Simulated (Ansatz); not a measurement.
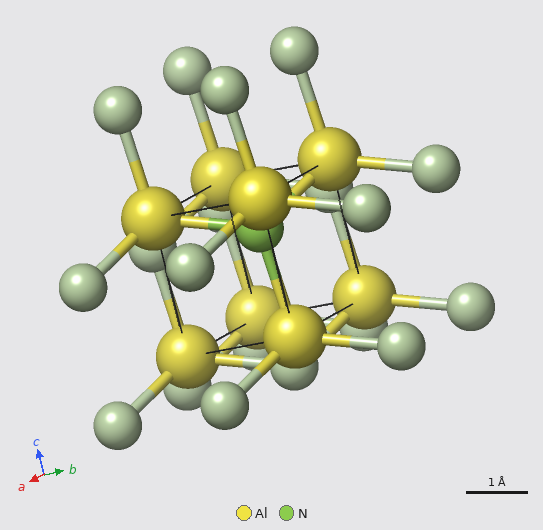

The figure gives a ball-and-stick picture of the atoms, viewed slightly off an axis. The simulation cell is drawn as a box. Bonds that leave the box are completed with the atoms at their other ends, in fainter colours.

The run was set up as follows:
```yaml
crystal:
  lattice:
    - [0.0, 2.2015871044, 2.2015871044]
    - [2.2015871044, 0.0, 2.2015871044]
    - [2.2015871044, 2.2015871044, 0.0]
  atoms:
    - { symbol: Al, position: [0.0, 0.0, 0.0] }
    - { symbol: "N", position: [0.75, 0.75, 0.75] }
basis:
  ecutwfc: 420
kpoints:
  mp_grid: { grid: [10, 10, 10] }
  band_path:
    path:
      - [[0.0, 0.0, 0.0], [-0.5, -0.5, 0.0], [-0.375, -0.375, 0.25]]
      - [[-0.375, 0.0, 0.375], [0.0, 0.0, 0.0], [0.0, 0.0, 0.5], [-0.5, -0.25, 0.25], [-0.5, -0.5, 0.0]]
    npoints: 14
hamiltonian:
  xc: pbesol
scf:
  occupations: { method: gaussian, width: 0.02 }
  n_extra_bands: 6
output:
  forces: true
  stress: true
  eigenvalues: true
  populations: true
  dos: { projected: true, de: 0.02, nscf_kmesh: { grid: [15, 15, 15] } }
  bader: true
```
Run as:
```sh
ansatz run input.yaml --threads 1 --pin off --max-ram 2560MiB --backend cpu --events-out ev --progress --plain --runs-dir out
```

Computed with DFT PBEsol, scalar-relativistic, plane waves, PAW (Ansatz). Settings: a basis cut at 420 eV, a 10×10×10 mesh of k-points, Gaussian smearing of 0.02 eV, no spin polarisation.

Q: How charged are the atoms, by the Bader scheme?

A: Al +2.41 e; N -2.41 e. The transfer is large, as in an ionic solid.

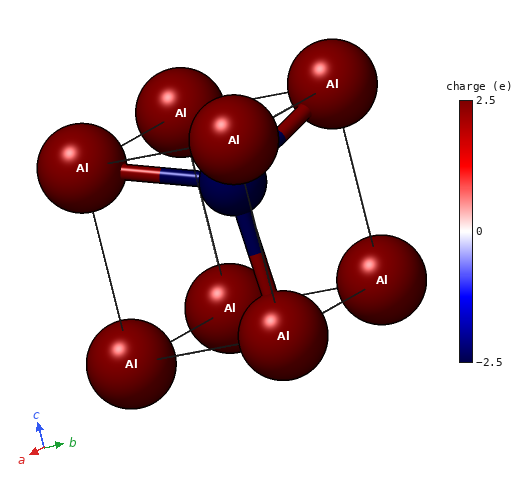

The atoms coloured by those charges.

The structure was taken from a structure listed in the Materials Project. Earlier steps of the study may have refined or changed the cell and positions. It went into a calculation with Ansatz.
